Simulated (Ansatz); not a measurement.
# Single-point calculation, with input and output: SrTiO3 (part 2 of 2)

SrTiO3 (Pm-3m, 5 atoms in the cell); DFT, HSE06, plane waves, PAW, no spin polarisation (Ansatz 0.2.0); cutoff 420 eV, 4×4×4 k-mesh, fixed occupations. The structure derives from a Materials Project entry. The geometry comes from this level: r2SCAN.

Geometry of the input (Å; fractional positions):
```
3.9069  0.0000  0.0000
0.0000  3.9069  0.0000
0.0000  0.0000  3.9069
Sr 0.0000  0.0000  0.0000
Ti 0.5000  0.5000  0.5000
O  0.5000  0.0000  0.5000
O  0.5000  0.5000  0.0000
O  0.0000  0.5000  0.5000
```

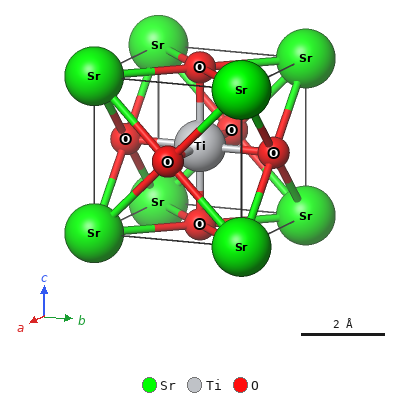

*The input geometry (ball-and-stick view of the cell of the calculation, seen slightly off an axis).*

Output, continued
```
--- Per-component energies (eV) ---
  E_band       = -292.138325
  E_kinetic    = 1050.214093
  E_local      = -2373.150960  (includes V_loc(G=0)·N_el)
  E_nonlocal   = 340.787065
  E_hartree    = 827.883982
  E_xc         = -398.331643
  E_vxc        = -456.261836  (∫ρ·V_xc dr)
  E_exx        = -121.759380  (= α·E_x^exact, valence–valence)
  E_paw        = -4191.277254  (= ΣΔE_a)
  E_vpaw       = -265.983577  (= ΣTr[D̂ρ^β])
  E_aug_tail   = 0.007514  (compensation charges beyond the density's cutoff)
  E_ewald      = -2889.932019
  E_core_change = -0.623933  (= ΣΔE_core)
  E_smearing   = -0.000000  (= −TS)
  E_closure    = -0.000004  (closes the sum)
  Σ components = -7756.182540   (vs F -7756.182540, Δ=-9.09e-13)
--- Forces (eV/Å), atoms counted from 1 ---
  atom   1  Sr    -0.00000000     0.00000000    -0.00000000
  atom   2  Ti     0.00000000     0.00000000    -0.00000000
  atom   3  O     -0.00000000    -0.00000000     0.00000000
  atom   4  O      0.00000000    -0.00000000     0.00000000
  atom   5  O      0.00000000     0.00000000    -0.00000000
  max |Σ_I F_I| component: 2.54e-29 eV/Å
--- Stress (GPa, compression-positive) ---
       -1.747942      -0.000000       0.000000
        0.000000      -1.747942       0.000000
        0.000000       0.000000      -1.747942
  P = ⅓ Tr σ = -1.7479 GPa (-17.479 kbar)
--- Band table (eV; the first three rows and the last of 10) ---
  k-point 0: bands = ["-51.8032", "-26.4134", "-26.4134", "-26.4134", "-25.6106", "-10.1453", "-9.0982", "-9.0982", "-6.3619", "-6.3619", "-6.3619", "5.8122", "5.8122", "5.8122", "7.6896", "7.6896", "7.6896", "8.5766", "8.5766", "8.5766", "12.2754", "12.2754", "12.2754", "14.6944", "14.6944"]
  k-point 1: bands = ["-51.8026", "-26.4576", "-26.4109", "-26.4109", "-25.5889", "-10.1534", "-9.0778", "-8.9947", "-6.3327", "-6.3327", "-6.0890", "5.0399", "5.7985", "5.7985", "7.0521", "7.0521", "7.1777", "7.2603", "8.3149", "8.3149", "12.3649", "13.3994", "13.3994", "14.7056", "16.1197"]
  k-point 2: bands = ["-51.8020", "-26.5005", "-26.4085", "-26.4085", "-25.5683", "-10.2553", "-9.0573", "-8.7339", "-6.3031", "-6.3031", "-5.8506", "4.1773", "5.8348", "5.8348", "6.2993", "6.4565", "6.4565", "6.8852", "8.1595", "8.1595", "12.4592", "14.3870", "14.3870", "14.7127", "17.1251"]
  k-point 9: bands = ["-51.7996", "-26.4756", "-26.4756", "-26.4756", "-25.5432", "-8.7001", "-8.7001", "-8.7001", "-6.6519", "-6.6519", "-6.6519", "3.7905", "4.3587", "4.3587", "4.9337", "4.9337", "4.9337", "8.9542", "8.9542", "8.9542", "15.2047", "15.2047", "15.2047", "17.6301", "17.6301"]
```

File rho_z.tsv
```
# z_ang	rho[e/angstrom^3]
# format = ansatz-planar-average/11
# lattice	3.906851503	0.000000000	0.000000000
# lattice	0.000000000	3.906851503	0.000000000
# lattice	0.000000000	0.000000000	3.906851503
# sites	5
# site	38	0.000000000	0.000000000	0.000000000
# site	22	1.953425751	1.953425751	1.953425751
# site	8	1.953425751	0.000000000	1.953425751
# site	8	1.953425751	1.953425751	0.000000000
# site	8	0.000000000	1.953425751	1.953425751
0.000000	8.705518e-1
0.144698	8.347661e-1
0.289396	7.308203e-1
0.434095	5.796643e-1
0.578793	4.241129e-1
0.723491	3.012498e-1
0.868189	2.276505e-1
1.012887	2.093202e-1
1.157586	2.564591e-1
1.302284	3.968951e-1
1.446982	6.616080e-1
1.591680	1.027121e0
1.736378	1.380187e0
1.881077	1.590382e0
2.025775	1.590382e0
2.170473	1.380187e0
2.315171	1.027121e0
2.459869	6.616080e-1
2.604568	3.968951e-1
2.749266	2.564591e-1
2.893964	2.093202e-1
3.038662	2.276505e-1
3.183360	3.012498e-1
3.328059	4.241129e-1
3.472757	5.796643e-1
3.617455	7.308203e-1
3.762153	8.347661e-1
```

File v_z.tsv
```
# z_ang	v_es[eV]	v_tot[eV]
# format = ansatz-planar-average/11
# xc	hse06
# density_cutoff_ev	1680
# datasets	Sr=:simpson_from_first_knot:soft:fock:shift=0	Ti=:simpson_from_first_knot:soft:fock:shift=0	O=:simpson_from_first_knot:soft:fock:shift=0
# lattice	3.906851503	0.000000000	0.000000000
# lattice	0.000000000	3.906851503	0.000000000
# lattice	0.000000000	0.000000000	3.906851503
# sites	5
# site	38	0.000000000	0.000000000	0.000000000
# site	22	1.953425751	1.953425751	1.953425751
# site	8	1.953425751	0.000000000	1.953425751
# site	8	1.953425751	1.953425751	0.000000000
# site	8	0.000000000	1.953425751	1.953425751
0.000000	-5.674503e0	-1.579123e1
0.144698	-4.649975e0	-1.463409e1
0.289396	-1.809560e0	-1.141378e1
0.434095	2.009194e0	-7.038271e0
0.578793	5.935920e0	-2.495664e0
0.723491	8.790651e0	8.950088e-1
0.868189	1.011753e1	2.551440e0
1.012887	1.035249e1	2.800182e0
1.157586	9.800687e0	2.029844e0
1.302284	8.147509e0	-3.703258e-1
1.446982	5.262966e0	-4.244251e0
1.591680	2.418951e0	-7.971275e0
1.736378	1.746454e-1	-1.085352e1
1.881077	-1.101468e0	-1.244767e1
2.025775	-1.101468e0	-1.244767e1
2.170473	1.746454e-1	-1.085352e1
2.315171	2.418951e0	-7.971275e0
2.459869	5.262966e0	-4.244251e0
2.604568	8.147509e0	-3.703258e-1
2.749266	9.800687e0	2.029844e0
2.893964	1.035249e1	2.800182e0
3.038662	1.011753e1	2.551440e0
3.183360	8.790651e0	8.950088e-1
3.328059	5.935920e0	-2.495664e0
3.472757	2.009194e0	-7.038271e0
3.617455	-1.809560e0	-1.141378e1
3.762153	-4.649975e0	-1.463409e1
```

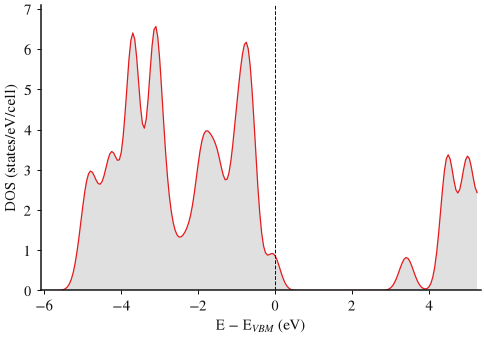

*Density of states (the curve is built from the levels of the k mesh with Gaussians 0.4 eV wide, which also blur the band edges), with energies from the valence-band top.*

There is a gap of 3.32 eV on the k-point mesh. Small ripples come from the finite k-point mesh.

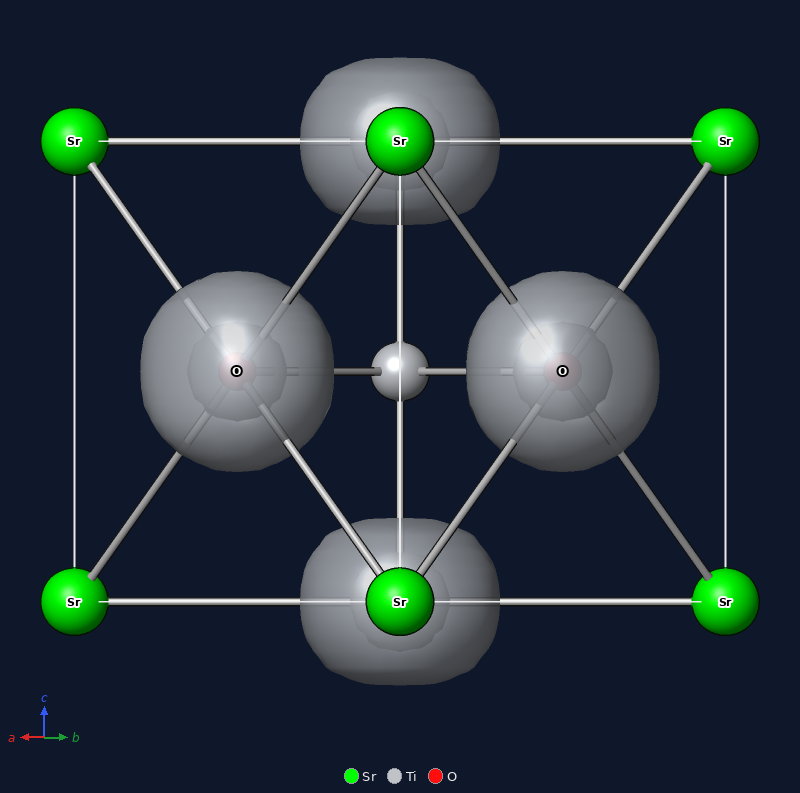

*Isosurface of the electron localisation function at 0.75 (grey), seen along [110]. Core shells and regions of very low density are left out. Sticks mark near contacts. The outline is the cell set on symmetry axes.*

Profiles from the grid: Ti–O (1.95 Å): the ELF is about 0.20 at the midpoint. Core electrons are frozen (PAW), so the fields are smoothed inside the atomic spheres.

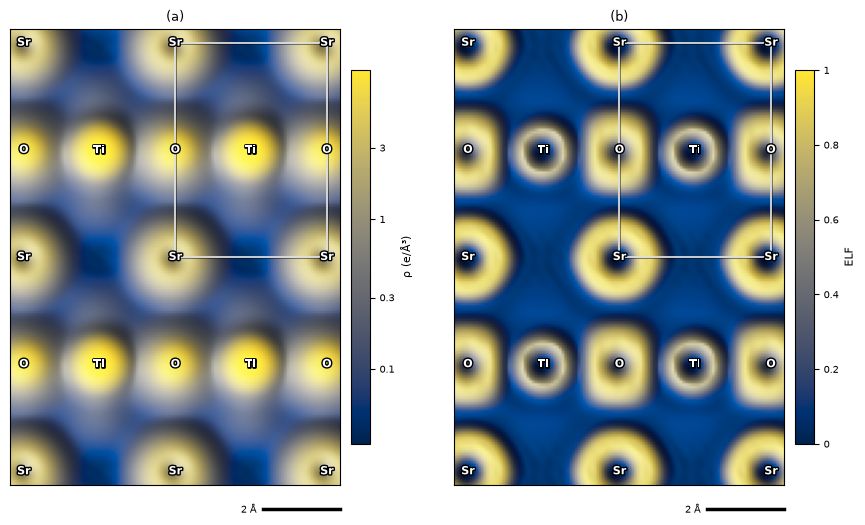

*(a) valence charge density (pseudo); (b) electron localisation function on the (011) plane of the conventional cell.*

The section cuts through Sr, Ti and O sites. Ti–O (1.95 Å): the density is about 0.71 e/Å³ at the midpoint; the ELF is about 0.20 at the midpoint. Away from the nuclei the density in this plane falls to 0.03 e/Å³ at its lowest. The strong features right at Sr and Ti lie inside the PAW spheres (semicore, d or f shells) and say nothing about bonding.
